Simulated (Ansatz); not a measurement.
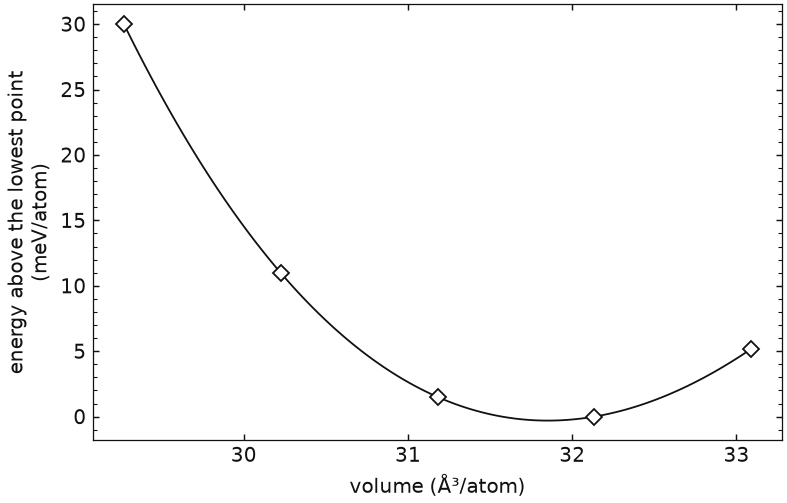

The figure shows the energy above the lowest point against volume.

Computed with Ansatz 0.2.0 development build: equation of state of a cubic crystal from periodic Kohn-Sham density functional theory without spin, third-order Birch-Murnaghan fit to the free energies; pressure corrected for the finite basis. Level: HSE06, no spin-orbit coupling.

For which of these solids was it computed?
A. TlCl, Pm-3m (No. 221)
B. TePb, Fm-3m (No. 225)
C. Pb, Fm-3m (No. 225)

C, Pb: energy above the lowest point from 0.0 meV/atom to 30.0 meV/atom, V0 31.85 Å³/atom, B0 39.3 GPa. The others give: TePb, energy above the lowest point from 0.0 meV/atom to 17.6 meV/atom, V0 34.65 Å³/atom, B0 42.1 GPa; TlCl, energy above the lowest point from 0.0 meV/atom to 11.9 meV/atom, V0 29.36 Å³/atom, B0 22.9 GPa.

For Pb, limits of the calculation: modest k-mesh, values are not fully converged in k; no spin-orbit coupling with 6p elements.

For TePb, limits of the calculation: modest k-mesh, values are not fully converged in k; no spin-orbit coupling with 6p elements.

For TlCl, limits of the calculation: modest k-mesh, values are not fully converged in k; no spin-orbit coupling with 6p elements.
